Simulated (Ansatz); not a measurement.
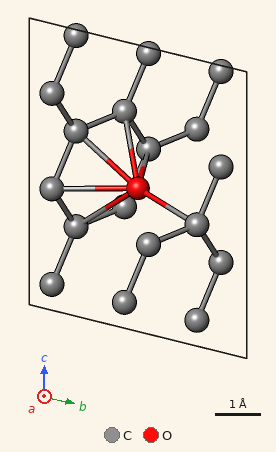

This is the input geometry for a relaxation of a defect cell of composition C$_{18}$O. The picture is a ball-and-stick view of the cell of the calculation (origin shifted), seen along the a axis.

Case: O interstitial, charge +0, atoms relaxed at the host's cell.

The calculation used Ansatz 0.2.0, DFT PBE+D3(BJ), scalar-relativistic, plane waves, PAW.

The input:
```yaml
crystal:
  lattice:
    - [-0.7330683218, 3.6973851339, -3.3702827544]
    - [-0.7330683218, -3.6973851339, -3.3702827544]
    - [-5.6709571532, 0.0, 3.4026574365]
  atoms:
    - { symbol: C, position: [0.3888381359, 0.7221714692, 0.1111236645] }
    - { symbol: C, position: [0.3888381359, 0.3888381359, 0.7777903311] }
    - { symbol: C, position: [0.0555048025, 0.0555048025, 0.1111236645] }
    - { symbol: C, position: [0.3888381359, 0.0555048025, 0.4444569978] }
    - { symbol: C, position: [0.0555048025, 0.7221714692, 0.7777903311] }
    - { symbol: C, position: [0.7221714692, 0.3888381359, 0.1111236645] }
    - { symbol: C, position: [0.0555048025, 0.3888381359, 0.4444569978] }
    - { symbol: C, position: [0.7221714692, 0.0555048025, 0.7777903311] }
    - { symbol: C, position: [0.7221714692, 0.7221714692, 0.4444569978] }
    - { symbol: C, position: [0.2778285308, 0.6111618641, 0.8888763355] }
    - { symbol: C, position: [0.2778285308, 0.2778285308, 0.5555430022] }
    - { symbol: C, position: [0.9444951975, 0.9444951975, 0.8888763355] }
    - { symbol: C, position: [0.2778285308, 0.9444951975, 0.2222096689] }
    - { symbol: C, position: [0.9444951975, 0.6111618641, 0.5555430022] }
    - { symbol: C, position: [0.6111618641, 0.2778285308, 0.8888763355] }
    - { symbol: C, position: [0.9444951975, 0.2778285308, 0.2222096689] }
    - { symbol: C, position: [0.6111618641, 0.9444951975, 0.5555430022] }
    - { symbol: C, position: [0.6111618641, 0.6111618641, 0.2222096689] }
    - { symbol: O, position: [0.7291666667, 0.6736111111, 0.9652777778] }
  host:
    lattice:
      - [2.1346751583, -1.2324617113, -0.0107915607]
      - [2.1346751583, 1.2324617113, -0.0107915607]
      - [-1.4016068366, 0.0, 3.3810743151]
    atoms:
      - { symbol: C, position: [0.833371533, 0.833371533, 0.0001140594] }
      - { symbol: C, position: [0.166628467, 0.166628467, 0.9998859406] }
basis:
  ecutwfc: 420
  xc_grid: 2
kpoints:
  mp_grid: { grid: [3, 3, 2], shift: [0.0, 0.0, 0.5] }
hamiltonian:
  xc: pbe
  dispersion: d3bj
scf:
  occupations: { method: gaussian, width: 0.01 }
output:
  forces: true
  stress: false
  eigenvalues: true
  charged_corrections: { defect_position: [0.72916667, 0.67361111, 0.96527778] }
  write_density: true
  write_potential: true
  elf: true
  volumetric_format: npy
relax:
  adjacent_minimum: "off"
  f_tol: 0.025
  max_steps: 45
```

Command:
```bash
ansatz run input.yaml --threads 4 --pin off --max-ram 10240MiB --backend cpu --events-out ev --progress --plain --runs-dir out
```

### Predict the outcome.

Over 9 accepted moves (11 points after the start) the energy falls by 3.153 eV per cell of the calculation. The largest force component goes from 6.2 to 0.013 eV/Å. The line search rejected the trial steps at points 7, 9 of the run. The largest move is that of O19, 0.78 Å roughly along [1 2 1]. By element the largest moves are O 0.78 Å, C 0.19 Å. The lattice vectors keep their values. Among the contacts that change: C3–O19 2.330 → 1.424 Å, C15–O19 1.969 → 2.783 Å, C2–O19 2.125 → 2.920 Å, C6–O19 1.903 → 2.507 Å. New bonds form, among them: C3–O19 (2.33 → 1.42 Å). Among the angles between lasting bonds that change: C12–C5–C14 120.0° → 116.8°, C10–C5–C14 120.0° → 122.7°. The run took 36 s on 4 threads of Arm Neoverse V2, on a shared host, peak memory 0.47 GiB.

History of the run:

| step | E − E(0), meV/atom | largest force component, eV/Å | note |
| --- | --- | --- | --- |
| 0 | 0.00 | 6.1705 |  |
| 1 | -62.88 | 3.0161 |  |
| 2 | -83.99 | 1.4779 |  |
| 3 | -98.11 | 1.7145 |  |
| 4 | -111.35 | 1.3008 |  |
| 5 | -124.75 | 1.9433 |  |
| 6 | -151.90 | 1.6501 |  |
| 7 | -133.09 | 4.8562 | rejected |
| 8 | -165.20 | 0.2126 |  |
| 9 | -158.61 | 1.1515 | rejected |
| 10 | -165.94 | 0.0633 |  |
| 11 | -165.96 | 0.0131 |  |

The end point in the same view:

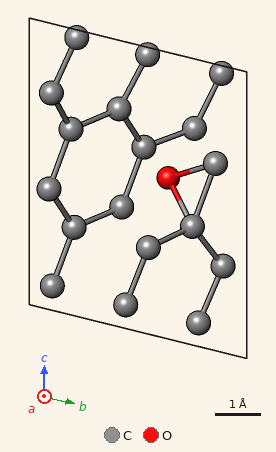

Limits of the set-up: the periodic images lie only 5.1 Å apart, so the values are limited by the cell's size.
